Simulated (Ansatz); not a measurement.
# Sn: 6 runs along one coordinate

System: Sn (C2/m, 1 atom in the cell).
Method: DFT r2SCAN, scalar-relativistic, plane waves, PAW, no spin polarisation (Ansatz 0.2.0).

The 6 runs differ only in the geometry, by a strain of the cell at fixed fractional positions. Against run 4, the strain is εxx = −0.05 η, εxz = η and εzz = −0.05 η. The structure derives from a Materials Project entry.

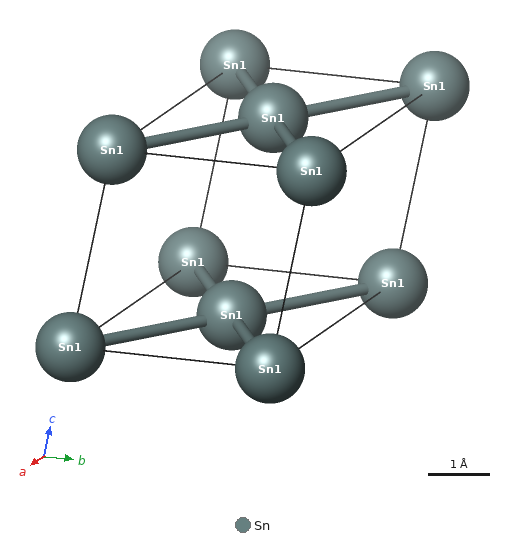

Figure 1. The structure of run 4 (ball-and-stick view of the cell 2 times as large as that of the calculation, set on its symmetry axes, seen slightly off an axis; atoms are numbered from 1 in the order of the input). An atom can appear more than once, as a periodic image.

**Input of run 4**
```yaml
crystal:
  lattice:
    - [-1.6169876773, 1.775547, 2.2574536478]
    - [1.8360903227, -1.775547, 2.4192303522]
    - [1.6169876773, 1.775547, -2.2574536478]
  atoms:
    - { symbol: Sn, position: [0.0, 0.0, 0.0] }
basis:
  ecutwfc: 500
kpoints:
  mp_grid: { grid: [20, 20, 20] }
hamiltonian:
  xc: r2scan
scf:
  occupations: { method: gaussian, width: 0.15 }
output:
  forces: true
  stress: true
  eigenvalues: true
```

Command:
```bash
ansatz run input.yaml --threads 1 --pin off --max-ram 2560MiB --backend cpu --events-out ev --progress --plain --runs-dir out
```

Run 5 differs from it as follows:
```diff
-    - [-1.6169876773, 1.775547, 2.2574536478]
-    - [1.8360903227, -1.775547, 2.4192303522]
-    - [1.6169876773, 1.775547, -2.2574536478]
+    - [-1.5950072625, 1.775547, 2.2412241812]
+    - [1.8580707375, -1.775547, 2.4354598188]
+    - [1.5950072625, 1.775547, -2.2412241812]
```

**Results, with one run withheld**

| run | strain parameter η (%) | free energy per atom, from the lowest run given (meV) | pressure (GPa) |
| --- | --- | --- | --- |
| 1 | −12.2118 | 20.78 | −1.37 |
| 2 | −8.4536 | 3.58 | −2.01 |
| 3 | −2.8162 | 0.00 | −2.13 |
| 4 | 0.0000 | 6.44 | −1.90 |
| 5 | 0.9421 | ? | ? |
| 6 | 1.8791 | 14.96 | −1.58 |

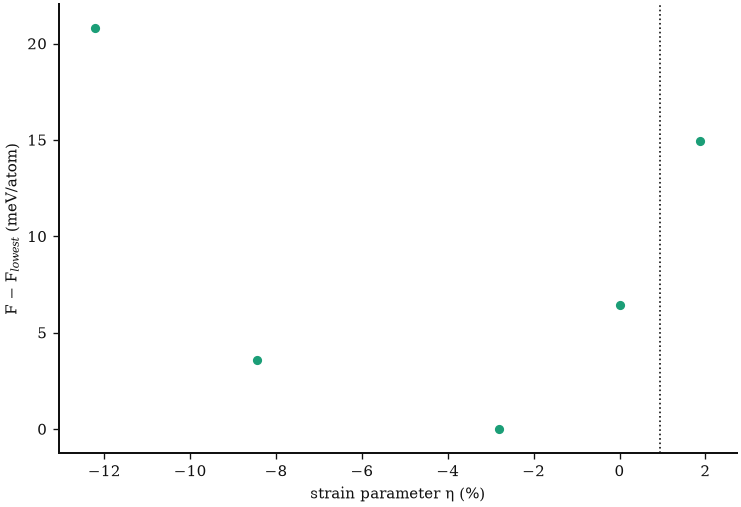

Figure 2. Free energy per atom of the runs given; the dotted line marks run 5.

What should run 5 give?

A cubic polynomial in the coordinate, fitted to the 5 runs given, misses them by at most 0.39 meV per atom. With x = η + 4.3205, it reads F = −1.6736 + 0.33323 x + 0.38682 x² − 0.001953 x³ (meV per atom). At run 5 it gives 10.51 meV per atom, and the run itself gives 10.17. The fit has its minimum at η = −4.7498 %.

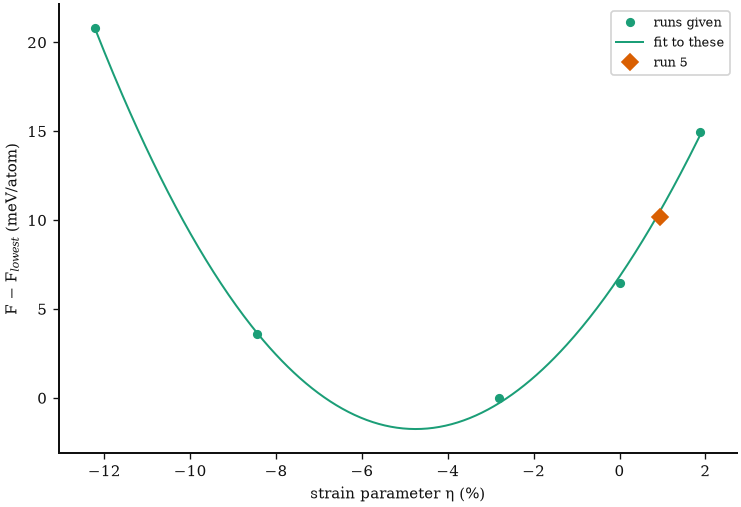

Figure 3. The fit and the withheld run.

**Output, shortened to warnings, some set-up lines, iterations and results (run 5)**
```
Basis set: ecut = 500 eV, 725 PW (Γ), exchange–correlation on 96×108×96 points (64 copies of the dense FFT grid, shifted against one another)
Symmetry: 4 space group operations
k-points: 2112 of 8000
Initial density: superposition of atomic densities (neutral atoms: chi_scale 0, normalization atom), corrected by the library's trained network
[...]
SCF iter   1: F=—  HF=-6038.372951 eV  |F-HF|=—  |Δ(HF+E_count)|=         —  Δρ=4.42e-3  dr2=2.74e-3  dr2_τ=1.45e-4  ethr=1.77e-3  ⟨swp⟩=5.0  Hψ=136336  notcnv=0
SCF iter   2: F=—  HF=-6038.377048 eV  |F-HF|=—  |Δ(HF+E_count)|=   4.10e-3  Δρ=2.35e-3  dr2=9.23e-4  dr2_τ=2.03e-5  ethr=1.96e-5  ⟨swp⟩=3.0  Hψ=55222  notcnv=0
SCF iter   3: F=—  HF=-6038.377641 eV  |F-HF|=—  |Δ(HF+E_count)|=   5.93e-4  Δρ=3.74e-4  dr2=3.20e-5  dr2_τ=1.27e-6  ethr=6.59e-6  ⟨swp⟩=2.0  Hψ=27137  notcnv=0
SCF iter   4: F=—  HF=-6038.377671 eV  |F-HF|=—  |Δ(HF+E_count)|=   3.01e-5  Δρ=7.48e-5  dr2=1.01e-6  dr2_τ=1.23e-8  ethr=2.29e-7  ⟨swp⟩=2.1  Hψ=34974  notcnv=0
SCF iter   5: F=-6038.377673 eV  HF=-6038.377673 eV  |F-HF|=7.84e-8  |Δ(HF+E_count)|=   1.37e-6  Δρ=1.41e-5  dr2=7.07e-8  dr2_τ=6.66e-10  ethr=7.21e-9  ⟨swp⟩=2.0  Hψ=37110  …
SCF iter   6: F=-6038.377673 eV  HF=-6038.377673 eV  |F-HF|=2.31e-9  |Δ(HF+E_count)|=   9.77e-8  Δρ=2.19e-6  dr2=1.26e-9  dr2_τ=2.10e-11  ethr=5.05e-10  ⟨swp⟩=4.1  Hψ=96283  …
SCF 1 converged in 6 iterations: F = -6038.377673 eV  dr2 = 1.26e-9
SCF converged after 6 iterations
Free energy (F): -6038.377673 eV
Harris-Foulkes:  -6038.377673 eV  (|F-HF|=2.31e-9)
Internal energy: -6038.372321 eV  (E = F + TS)
E sigma→0 (E₀):  -6038.374997 eV
Entropy (-TS):   -0.005351 eV (-5.351 meV/atom)
Fermi energy:    10.136159 eV
--- Per-component energies (eV) ---
  E_band       = -99.734166
  E_kinetic    = 185.068978
  E_local      = -862.342655  (includes V_loc(G=0)·N_el)
  E_nonlocal   = -33.243727
  E_hartree    = 534.687552
  E_xc         = -374.781541
  E_vxc        = -104.643073  (∫ρ·V_xc dr)
  E_paw        = -4157.303711  (= ΣΔE_a)
  E_vpaw       = -360.721276  (= ΣTr[D̂ρ^β])
  E_aug_tail   = -0.000000  (compensation charges beyond the density's cutoff)
  E_vtau       = 6.773378  (kinetic-family band-sum trace: ∫τ·v_τ [+ j·A + Jᵃ·Aᵃ] dr)
  E_ewald      = -1331.192536
  E_core_change = 0.735320  (= ΣΔE_core)
  E_smearing   = -0.005351  (= −TS)
  E_closure    = 0.000000  (closes the sum)
  Σ components = -6038.377673   (vs F -6038.377673, Δ=0.00e0)
--- Forces (eV/Å), atoms counted from 1 ---
  atom   1  Sn     0.00000000    -0.00000000     0.00000000
  max |Σ_I F_I| component: 1.23e-32 eV/Å
--- Stress (GPa, compression-positive) ---
       -1.858294      -0.000000      -1.358128
       -0.000000      -1.780904       0.000000
       -1.358128       0.000000      -1.645473
  P = ⅓ Tr σ = -1.7616 GPa (-17.616 kbar)
```
